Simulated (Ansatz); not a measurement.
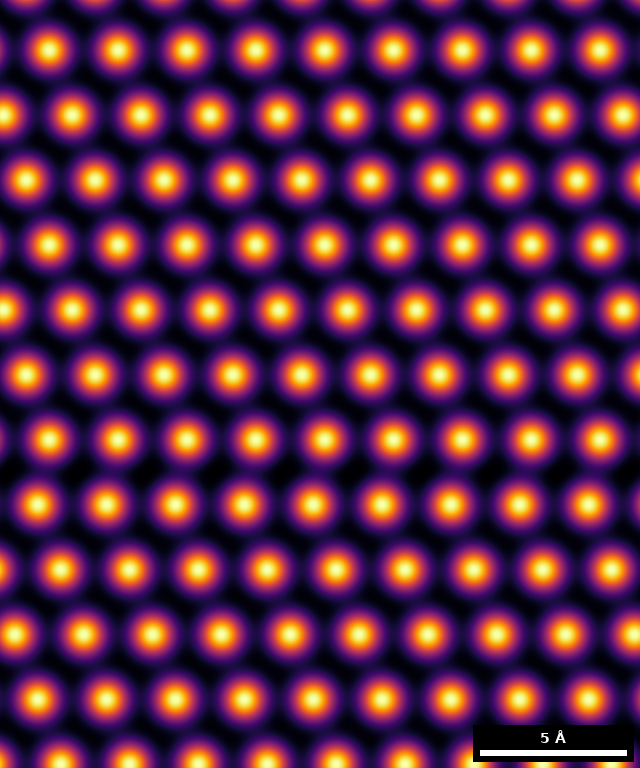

Dark-field STEM-like image of Si (Fm-3m, No. 225) along [110]. The image is simulated as a sum over atoms of Z^1.7, blurred by a 1.24 Å probe (no channelling). The probe carries 15 % of its weight in a tail 2.5 times as wide.

One planar defect was built into the perfect crystal by geometry alone, without relaxation. Host structure: the input geometry of a calculation; the starting structure was generated, so it need not be a known form of this composition.

> Where does the periodic pattern break, and how?

A planar fault (a stacking fault) runs horizontally about 16 Å below the top edge. The part above it is shifted along the boundary by 1/2 of the 2.37 Å repeat of the rows (1.2 Å to the right, the same as to the left); both parts keep the same orientation.
